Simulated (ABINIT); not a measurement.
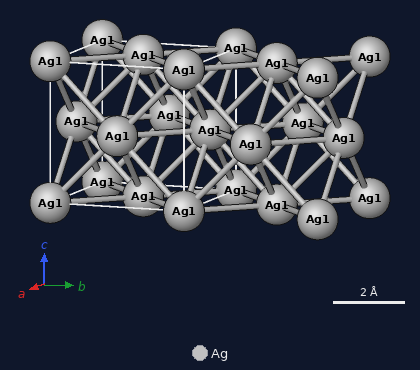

Fig. 1: The structure as given in the input (ball-and-stick view of the cell 4 times as large as that of the calculation, set on its symmetry axes, repeated 1 × 2 × 1, seen slightly off an axis; atoms are numbered from 1 in the order of the input).

# Ag: positron calculation (part 1 of 2)

The run: positron calculation of Ag (Fm-3m, 1 atom in the cell). Method and program: Kohn-Sham DFT of a periodic cell, PBE, JTH PAW PBE v2.0, no spin polarisation (ABINIT 10.8.3).

The structure derives from an entry of the Crystallography Open Database.

**The input**
```
# Datasets
ndtset 2

# Pseudopotentials
pp_dirpath "./"
pseudos "Ag.GGA_PBE-JTH.xml"

# Structure
acell 3*1.0 Angstrom
rprim
     0.0000000000     2.0427500000     2.0427500000
     2.0427500000     0.0000000000     2.0427500000
     2.0427500000     2.0427500000     0.0000000000
ntypat 1
znucl 47
natom 1
typat 1
xred
            0.0            0.0            0.0

# Plane-wave basis
ecut 13.0
pawecutdg 26.0

# Exchange and correlation
ixc 11

# SCF cycle
nstep 80

# Output
iomode 3
prteig 0
prtebands 0
prtwf 0

# Dataset 1: electrons
kptopt1 1
ngkpt1 8 8 8
nshiftk1 1
shiftk1 0.0 0.0 0.0
nband1 10
occopt1 4
tsmear1 0.136 eV
tolvrs1 1.0e-10
prtden1 1

# Dataset 2: positron in the electrons' density
positron2 1
ixcpositron2 1
getden2 1
kptopt2 0
nkpt2 1
kpt2 0.0 0.0 0.0
nband2 1
occopt2 2
occ2 1.0
posocc2 1.0
toldfe2 1.0e-9
optforces2 0
optstress2 0
prtden2 0
```

Run on 1 thread of Arm Neoverse V1, 24 GiB of memory available, shared host.

Command:
```bash
abinit run.abi > log 2>&1
```

**What the program printed**
```
.Version 10.8.3 of ABINIT
 DATASET    1 : space group Fm -3 m (#225); Bravais cF (face-center cubic)
================================================================================
 Values of the parameters that define the memory need for DATASET  1.
     intxc =       0    ionmov =       0      iscf =      17    lmnmax =      18
     lnmax =       6     mgfft =      18  mpssoang =       3    mqgrid =    3001
     natom =       1  nloc_mem =       2    nspden =       1   nspinor =       1
    nsppol =       1      nsym =      48    n1xccc =       1    ntypat =       1
    occopt =       4   xclevel =       2
       mpw =         273          nfft =        5832          nkpt =          29
 PAW method is used; the additional fine FFT grid is defined by:
   mgfftf=        27    nfftf =     19683
================================================================================
================================================================================

 DATASET    2 : space group Fm -3 m (#225); Bravais cF (face-center cubic)
================================================================================
 Values of the parameters that define the memory need for DATASET  2.
     intxc =       0    ionmov =       0      iscf =      17    lmnmax =      18
     lnmax =       6     mgfft =      18  mpssoang =       3    mqgrid =    3001
     natom =       1  nloc_mem =       2    nspden =       1   nspinor =       1
    nsppol =       1      nsym =      48    n1xccc =       1    ntypat =       1
    occopt =       2   xclevel =       2
       mpw =         130          nfft =        5832          nkpt =           1
 PAW method is used; the additional fine FFT grid is defined by:
   mgfftf=        27    nfftf =     19683
================================================================================
================================================================================

--------------------------------------------------------------------------------
------------- Echo of variables that govern the present computation ------------
--------------------------------------------------------------------------------
 -outvars: echo values of preprocessed input variables --------
            acell      1.8897261259E+00  1.8897261259E+00  1.8897261259E+00 Bohr
              amu      1.07868200E+02
             ecut      1.30000000E+01 Hartree
           getden1          0
           getden2          1
              ixc          11
           jdtset        1    2
           kptopt1          1
           kptopt2          0
         kptrlatt        8    0    0      0    8    0      0    0    8
          kptrlen1     4.36736080E+01
          kptrlen2     3.00000000E+01
            natom           1
            nband1         10
            nband2          1
           ndtset           2
            ngfft          18      18      18
          ngfftdg          27      27      27
             nkpt1         29
             nkpt2          1
            nstep          80
             nsym          48
           ntypat           1
           occopt1          4
           occopt2          2
        optforces1          2
        optforces2          0
        optstress1          1
        optstress2          0
        pawecutdg      2.60000000E+01 Hartree
         positron1          0
         positron2          1
           prtden1          1
           prtden2          0
        prtebands           0
           prteig           0
            prtwf           0
            rprim      0.0000000000E+00  2.0427500000E+00  2.0427500000E+00
                       2.0427500000E+00  0.0000000000E+00  2.0427500000E+00
                       2.0427500000E+00  2.0427500000E+00  0.0000000000E+00
           shiftk1     0.00000000E+00  0.00000000E+00  0.00000000E+00
           shiftk2     5.00000000E-01  5.00000000E-01  5.00000000E-01
          spgroup         225
           toldfe1     0.00000000E+00 Hartree
           toldfe2     1.00000000E-09 Hartree
           tolvrs1     1.00000000E-10
           tolvrs2     0.00000000E+00
           tsmear1     4.99790782E-03 Hartree
           tsmear2     1.00000000E-02 Hartree
            typat      1
           useylm           1
            znucl       47.00000

================================================================================

 chkinp: Checking input parameters for consistency, jdtset=   1.

 chkinp: Checking input parameters for consistency, jdtset=   2.

================================================================================
== DATASET  1 ==================================================================

--- !DatasetInfo
iteration_state: {dtset: 1, }
dimensions: {natom: 1, nkpt: 29, mband: 10, nsppol: 1, nspinor: 1, nspden: 1, mpw: 273, }
cutoff_energies: {ecut:  13.0, pawecutdg:  26.0, }
electrons: {nelect:   1.10000000E+01, charge:   0.00000000E+00, occopt:   4.00000000E+00, tsmear:   4.99790782E-03, }
meta: {optdriver: 0, ionmov: 0, optcell: 0, iscf: 17, paral_kgb: 0, }
...

 Exchange-correlation functional for the present dataset will be:
  GGA: Perdew-Burke-Ernzerhof functional - ixc=11
  J.P.Perdew, K.Burke, M.Ernzerhof, PRL 77, 3865 (1996)

 Real(R)+Recip(G) space primitive vectors, cartesian coordinates (Bohr,Bohr^-1):
 R(1)=  0.0000000  3.8602380  3.8602380  G(1)= -0.1295257  0.1295257  0.1295257
 R(2)=  3.8602380  0.0000000  3.8602380  G(2)=  0.1295257 -0.1295257  0.1295257
 R(3)=  3.8602380  3.8602380  0.0000000  G(3)=  0.1295257  0.1295257 -0.1295257
 Unit cell volume ucvol=  1.1504619E+02 bohr^3
 Angles (23,13,12)=  6.00000000E+01  6.00000000E+01  6.00000000E+01 degrees

 Coarse grid specifications (used for wave-functions):

 getcut: wavevector=  0.0000  0.0000  0.0000  ngfft=  18  18  18
         ecut(hartree)=     13.000   => boxcut(ratio)=   2.03771

 Fine grid specifications (used for densities):

 getcut: wavevector=  0.0000  0.0000  0.0000  ngfft=  27  27  27
         ecut(hartree)=     26.000   => boxcut(ratio)=   2.07794

--- Pseudopotential description ------------------------------------------------
- pspini: atom type   1  psp file is ./Ag.GGA_PBE-JTH.xml
 Pseudopotential format is: paw10
 basis_size (lnmax)=  6 (lmn_size= 18), orbitals=   0   0   1   1   2   2
 Spheres core radius: rc_sph= 2.51516130
 Shapefunction is BESSEL type: shapef(r,l)=aa(1,l)*jl(q(1,l)*r)+aa(2,l)*jl(q(2,l)*r)
 Radius for shape functions =  2.20290272
 Compensation charge density is not taken into account in XC energy/potential

   4.44827459E+02                                ecore*ucvol(ha*bohr**3)
--------------------------------------------------------------------------------

================================================================================

--- !BeginCycle
iteration_state: {dtset: 1, }
solver: {iscf: 17, nstep: 80, nline: 4, wfoptalg: 10, }
tolerances: {tolvrs: 1.00E-10, }
...

     iter   Etot(hartree)      deltaE(h)  residm     nres2
 ETOT  1  -38.173427960121    -3.817E+01 5.121E-01 3.074E+00
 ETOT  2  -38.223213669806    -4.979E-02 1.984E-02 7.592E-01
 ETOT  3  -38.218785643192     4.428E-03 9.282E-04 1.160E-02
 ETOT  4  -38.218738225490     4.742E-05 6.809E-05 2.749E-03
 ETOT  5  -38.218722440050     1.579E-05 3.233E-06 1.941E-04
 ETOT  6  -38.218721718270     7.218E-07 3.597E-07 1.622E-05
 ETOT  7  -38.218721638967     7.930E-08 2.370E-08 9.253E-08
 ETOT  8  -38.218721638845     1.220E-10 2.160E-08 2.852E-08
 ETOT  9  -38.218721638710     1.353E-10 9.786E-10 1.596E-10
 ETOT 10  -38.218721638710    -2.416E-13 3.956E-09 6.956E-12

 At SCF step   10       nres2   =  6.96E-12 < tolvrs=  1.00E-10 =>converged.

 Cartesian components of stress tensor (hartree/bohr^3)
  sigma(1 1)= -1.85683223E-04  sigma(3 2)=  0.00000000E+00
  sigma(2 2)= -1.85683223E-04  sigma(3 1)=  0.00000000E+00
  sigma(3 3)= -1.85683223E-04  sigma(2 1)=  0.00000000E+00

--- !ResultsGS
iteration_state: {dtset: 1, }
comment   : Summary of ground state results
lattice_vectors:
- [  0.0000000,   3.8602380,   3.8602380, ]
- [  3.8602380,   0.0000000,   3.8602380, ]
- [  3.8602380,   3.8602380,   0.0000000, ]
lattice_lengths: [   5.45920,    5.45920,    5.45920, ]
lattice_angles: [ 60.000,  60.000,  60.000, ] # degrees, (23, 13, 12)
lattice_volume:   1.1504619E+02
convergence: {deltae: -2.416E-13, res2:  6.956E-12, residm:  3.956E-09, diffor: null, }
etotal    :  -3.82187216E+01
entropy   :   0.00000000E+00
fermie    :   1.34357309E-01
cartesian_stress_tensor: # hartree/bohr^3
- [ -1.85683223E-04,   0.00000000E+00,   0.00000000E+00, ]
- [  0.00000000E+00,  -1.85683223E-04,   0.00000000E+00, ]
- [  0.00000000E+00,   0.00000000E+00,  -1.85683223E-04, ]
pressure_GPa:   5.4630E+00
xred      :
- [  0.0000E+00,   0.0000E+00,   0.0000E+00, Ag]
cartesian_forces: # hartree/bohr
- [ -0.00000000E+00,  -0.00000000E+00,  -0.00000000E+00, ]
force_length_stats: {min:   0.00000000E+00, max:   0.00000000E+00, mean:   0.00000000E+00, }
...

 Integrated electronic density in atomic spheres:
 ------------------------------------------------
 Atom  Sphere_radius  Integrated_density
    1        2.51516          9.81536077

================================================================================

 ----iterations are completed or convergence reached----

 Mean square residual over all n,k,spin=   14.899E-12; max=  39.560E-10
 reduced coordinates (array xred) for    1 atoms
       0.000000000000      0.000000000000      0.000000000000
 rms dE/dt=  0.0000E+00; max dE/dt=  0.0000E+00; dE/dt below (all hartree)
    1       0.000000000000      0.000000000000      0.000000000000

 cartesian coordinates (angstrom) at end:
    1      0.00000000000000     0.00000000000000     0.00000000000000

 cartesian forces (hartree/bohr) at end:
    1     -0.00000000000000    -0.00000000000000    -0.00000000000000
 frms,max,avg= 0.0000000E+00 0.0000000E+00   0.000E+00  0.000E+00  0.000E+00 h/b
```
